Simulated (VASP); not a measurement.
```xyz
2
Lattice="3.2653 0.0000 0.0000 0.0000 3.2653 0.0000 0.0000 0.0000 3.2653" Properties=species:S:1:pos:R:3 pbc="T T T"
As    0.0000    0.0000    0.0000
As    1.6326    1.6326    1.6326
```

Space group Im-3m; a generated structure, not necessarily the stable one; changed on purpose from its base cell (volume × 0.96); computed pressure about 4 GPa in this cell.

All numbers below come from Kohn-Sham DFT of a periodic cell, PBEsol, VASP PAW PBE potentials, recommended (VASP 6.6.1).

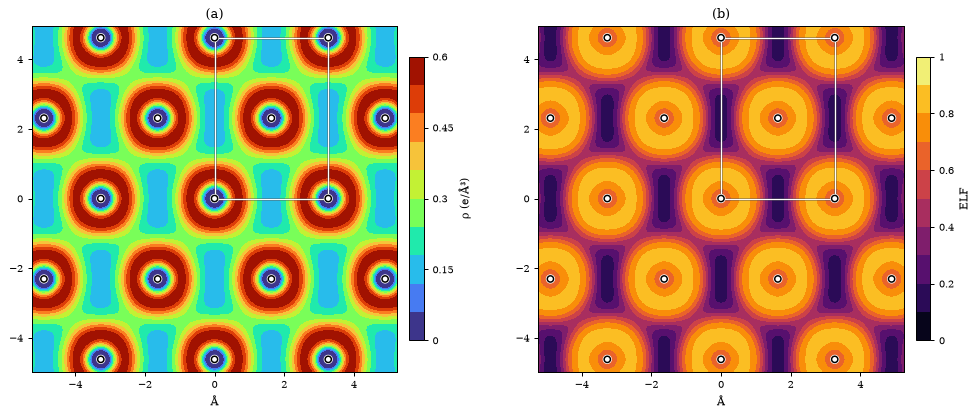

As. (a) valence pseudo-density; (b) electron localisation function on the (101̄) plane of the conventional cell. Circles mark the nuclei in the plane (As).

Core electrons are frozen (PAW), and the valence fields are smoothed inside the atomic spheres.

> Read the bonding off the picture.

The section cuts through As sites. As–As (2.83 Å): ρ at the midpoint is about 0.28 e/Å³; the ELF is about 0.45 at the midpoint. Between the atoms the lowest density in this plane is 0.14 e/Å³.
